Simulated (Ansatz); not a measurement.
**In₇GaP₈ (cell charge −1, with a compensating background) (cell with a defect): density, localisation and related maps**

Input file:

```
crystal:
  lattice:
    - [0.0, 5.9597880294, -5.9597880294]
    - [5.9597880294, 5.9597880294, 0.0]
    - [5.9597880294, 0.0, -5.9597880294]
  atoms:
    - { symbol: Ga, position: [0.5, 0.5, 0.0], spin: 0.2 }
    - { symbol: In, position: [0.4998319551, 0.0001680449, -0.0001680449] }
    - { symbol: In, position: [1.0001680449, 0.4998319551, -0.0001680449] }
    - { symbol: In, position: [1.0001680449, 0.0001680449, -0.0001680449] }
    - { symbol: In, position: [0.4998319551, 0.4998319551, 0.5001680449] }
    - { symbol: In, position: [0.4998319551, 0.0001680449, 0.5001680449] }
    - { symbol: In, position: [1.0001680449, 0.4998319551, 0.5001680449] }
    - { symbol: In, position: [1.0, 0.0, 0.5] }
    - { symbol: P, position: [0.3800824665, 0.3800824665, 0.3597526005], spin: 0.2 }
    - { symbol: P, position: [0.3747917713, 0.8750694096, 0.3750694096] }
    - { symbol: P, position: [0.8750694096, 0.3747917713, 0.3750694096] }
    - { symbol: P, position: [0.8750694096, 0.8750694096, 0.3750694096] }
    - { symbol: P, position: [0.3800824665, 0.3800824665, 0.8800824665], spin: 0.2 }
    - { symbol: P, position: [0.3800824665, 0.8597526005, 0.8800824665], spin: 0.2 }
    - { symbol: P, position: [0.8597526005, 0.3800824665, 0.8800824665], spin: 0.2 }
    - { symbol: P, position: [0.8750694096, 0.8750694096, 0.8747917713] }
  host:
    lattice:
      - [0.0, 2.9798940147, 2.9798940147]
      - [2.9798940147, 0.0, 2.9798940147]
      - [2.9798940147, 2.9798940147, 0.0]
    atoms:
      - { symbol: In, position: [0.0, 0.0, 0.0] }
      - { symbol: P, position: [0.25, 0.25, 0.25] }
total_charge: -1
basis:
  ecutwfc: 420
  xc_grid: 2
kpoints:
  mp_grid: { grid: [4, 4, 4], shift: [0.0, 0.0, 0.0] }
hamiltonian:
  xc: pbe
scf:
  occupations: { method: gaussian, width: 0.02 }
output:
  forces: true
  stress: false
  eigenvalues: true
  populations: true
  charged_corrections:
    defect_position: [0.5, 0.5, 0.0]
    epsilon: [[15.0794, 0.0, 0.0], [0.0, 15.0794, 0.0], [0.0, 0.0, 15.0794]]
  write_density: true
  write_potential: true
  elf: true
  volumetric_format: npy
magnetization:
  spin_polarized: true
relax:
  adjacent_minimum: "off"
  f_tol: 0.025
  max_steps: 45
```

Run with:

```sh
ansatz run input.yaml --threads 4 --pin off --max-ram 10240MiB --backend cpu --events-out ev --progress --plain --runs-dir out
```

The program warned that a starting moment wasn't kept; spin-polarised, but the moments vanished.

Level of theory: DFT PBE, scalar-relativistic, plane waves, PAW in Ansatz 0.2.0.

The density is the valence pseudo-density of a PAW calculation; it isn't the true density close to the nuclei.

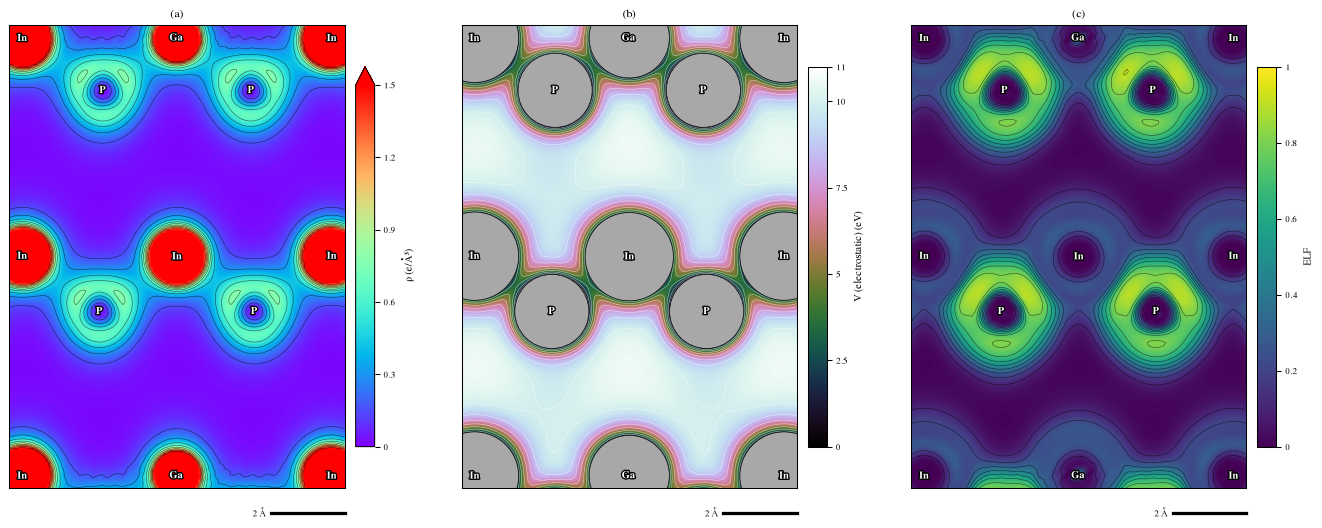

Figure 1. (a) valence electron density; (b) electrostatic potential energy of an electron; (c) electron localisation function on the (101̄) plane of the calculation cell. Grey discs cover the atomic cores in the potential map.

### What does the map show?

Atoms in the plane: Ga, In and P.
Ga–P (2.47 Å): ρ at the midpoint is about 0.45 e/Å³; the ELF peaks at about 0.90 in the valence shell of P, 0.8 Å from its nucleus, and is about 0.75 at the midpoint.
In–P (2.58 Å): ρ is about 0.42 e/Å³ halfway; the ELF peaks at about 0.90 in the valence shell of P, 0.8 Å from its nucleus, and is about 0.55 at the midpoint.
Between the atoms the lowest density in this plane is 0.01 e/Å³.
The features right at Ga lie inside the PAW spheres, where the map follows smoothed inner orbitals and isn't to be read closely.
Outside the cores the potential energy rises away from the atoms and is highest about 2.5 Å from the nearest atoms; its zero is arbitrary.

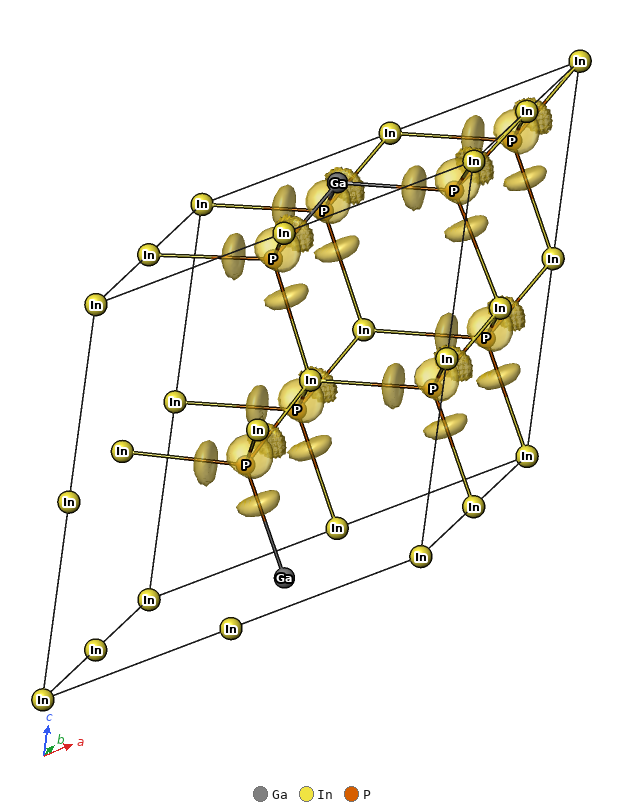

Figure 2. Isosurface of the ELF at 0.85 (yellow), seen slightly off an axis. Only the valence region is drawn (cores and ρ < 0.01 e/Å³ removed). Sticks mark near contacts.

### What do the ELF domains correspond to?

At this value the surface marks out four lobes of the valence shell of P pointing towards Ga (polar bonds) and 28 lobes of the valence shell of P pointing towards In (polar bonds), counted in one cell of 16 atoms. Any copies at cell faces, edges or corners count once.

### Does the calculation give a band gap?

It is metallic or semimetallic at this level of theory: no gap opens.
